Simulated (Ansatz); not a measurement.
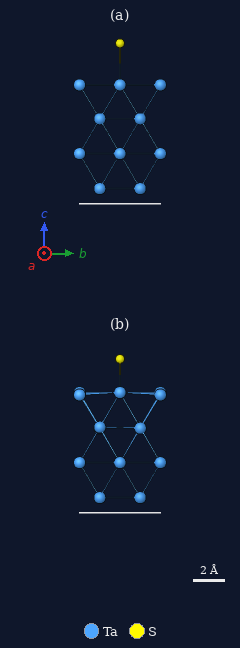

The structure of a slab of composition Ta16S (cut from the Im-3m phase) before (top) and after (bottom) a constrained relaxation, at one scale.

A ball-and-stick model of the cell of the calculation, outlined in the plane, without the vacuum (origin shifted), seen along the a axis.

Case: S put at a top Ta site. The slab is the (1 1 0) face of Ta with S on it. 8 atoms are held fixed.

All numbers below come from DFT PBE+D3(BJ), scalar-relativistic, plane waves, PAW in Ansatz. (plane-wave cutoff 420 eV; k-point mesh 6 × 6 × 1; occupations gaussian; smearing width 0.1 eV; no spin polarisation; dipole correction; atoms relaxed in a fixed cell; force threshold 0.03 eV/Å; at most 70 steps)

Summarise the run.

Answer. Over 5 geometry steps the energy falls by 1.381 eV per cell of the calculation. Largest force component: 3.6 eV/Å at the start, 0.026 eV/Å at the end. The atom that moves furthest is the S atom (0.44 Å along the normal (−c)). Largest moves by element: S 0.44 Å, Ta 0.09 Å. The lattice vectors keep their values. Near-neighbour distances that change, for instance: S–Ta 2.760 → 2.244 Å, Ta–Ta 2.782 → 2.874 Å, Ta–Ta 3.231 → 3.314 Å, Ta–Ta 3.231 → 3.164 Å. Bond angles that change, for instance: Ta–Ta–Ta 180.0° → 173.7°, Ta–Ta–Ta 109.9° → 106.8°, Ta–Ta–Ta 109.9° → 112.8°.

Limits of the set-up: the periodic images lie only 5.7 Å apart, so the values are limited by the cell's size.
